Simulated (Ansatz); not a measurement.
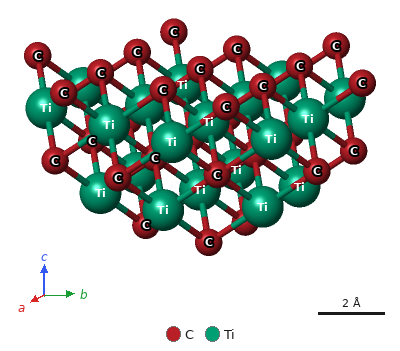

A slab of composition Ti5C6 (cut from the Fm-3m phase), before the relaxation. Style: ball-and-stick. Shown: the atoms within 5.8 Å of the atom that moves most (axes of the 3 × 2 repeat of the cell, outlined in the plane, without the vacuum), slightly off an axis.

Case: (1 1 1) slab, atoms relaxed. The slab is the (1 1 1) face of TiC.

Theory: Ansatz, DFT PBE, scalar-relativistic, plane waves, PAW.

Input file:
```yaml
crystal:
  lattice:
    - [3.0638392726, 0.0, 0.0]
    - [-1.5319196363, 2.6533626432, 0.0]
    - [0.0, 0.0, 27.5080714528]
  atoms:
    - { symbol: C, position: [0.3333333333, 0.6666666667, 0.2726472487] }
    - { symbol: Ti, position: [0.6666666667, 0.3333333333, 0.318117799] }
    - { symbol: C, position: [0.0, 0.0, 0.3635883492] }
    - { symbol: Ti, position: [0.3333333333, 0.6666666667, 0.4090588995] }
    - { symbol: C, position: [0.6666666667, 0.3333333333, 0.4545294497] }
    - { symbol: Ti, position: [0.0, 0.0, 0.5] }
    - { symbol: C, position: [0.3333333333, 0.6666666667, 0.5454705503] }
    - { symbol: Ti, position: [0.6666666667, 0.3333333333, 0.5909411005] }
    - { symbol: C, position: [0.0, 0.0, 0.6364116508] }
    - { symbol: Ti, position: [0.3333333333, 0.6666666667, 0.681882201] }
    - { symbol: C, position: [0.6666666667, 0.3333333333, 0.7273527513] }
basis:
  ecutwfc: 420
kpoints:
  mp_grid: { grid: [12, 12, 1] }
hamiltonian:
  xc: pbe
scf:
  occupations: { method: gaussian, width: 0.1 }
output:
  forces: true
  eigenvalues: true
relax:
  adjacent_minimum: "off"
  f_tol: 0.02
  max_steps: 60
efield:
  axis: 3
  dipole_correction: true
  ramp_width: 0.04
```

Launched with:
```bash
ansatz run input.yaml --threads 1 --pin off --max-ram 2560MiB --backend cpu --events-out ev --progress --plain --runs-dir out
```

### Where does the relaxation end?

The largest moves relative to the layer's centre, 0.12 Å, are those of C1 and C11. C11 goes along the normal (−c). By element the largest moves are C 0.12 Å, Ti 0.01 Å. The cell doesn't change. Among the contacts that change: Ti10–C11 2.166 → 2.094 Å, Ti8–Ti10 3.064 → 3.074 Å, C7–Ti8 2.166 → 2.162 Å. Among the angles between lasting bonds that change: C11–Ti10–C11 90.0° → 94.1°, Ti10–C11–Ti10 90.0° → 94.1°, C9–Ti10–C11 180.0° → 177.0°. Over 3 accepted moves (4 points after the start) the energy falls by 0.124 eV per cell of the calculation. Largest force component: 0.92 eV/Å at the start, 0.012 eV/Å at the end. 1 step only repeated the SCF at the same geometry.

After the run, drawn alike:

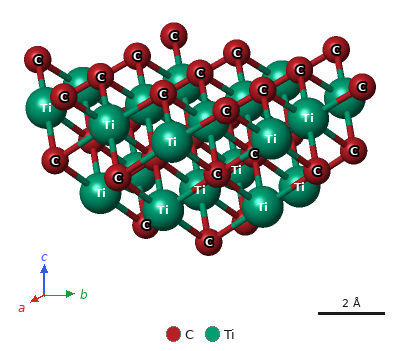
